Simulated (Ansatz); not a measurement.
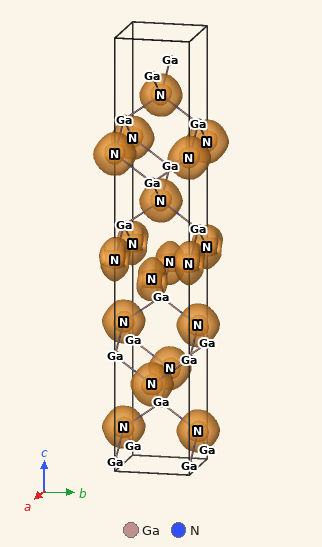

The picture shows: GaN (interface cell). Isosurface of the electron localisation function at 0.7 (orange), seen slightly off an axis. Only the valence region is drawn (cores and ρ < 0.01 e/Å³ removed). Sticks mark near contacts.

These are results of DFT PBE, scalar-relativistic, plane waves, PAW in Ansatz 0.2.0, not measurements.

> What do the ELF domains correspond to?

At this value the surface marks out eight regions wrapped around N (the valence shell of each), counted in one cell of 16 atoms. Regions shared between cells count once. Profiles from the grid: Ga–N (1.96 Å): the ELF peaks at about 0.85 in the valence shell of N, 0.7 Å from its nucleus, and is about 0.50 at the midpoint. Ga–Ga (2.53 Å): the ELF peaks at about 0.60 between the atoms.

> Metal or insulator at this level of theory?

It is metallic or semimetallic at this level of theory: no gap opens.
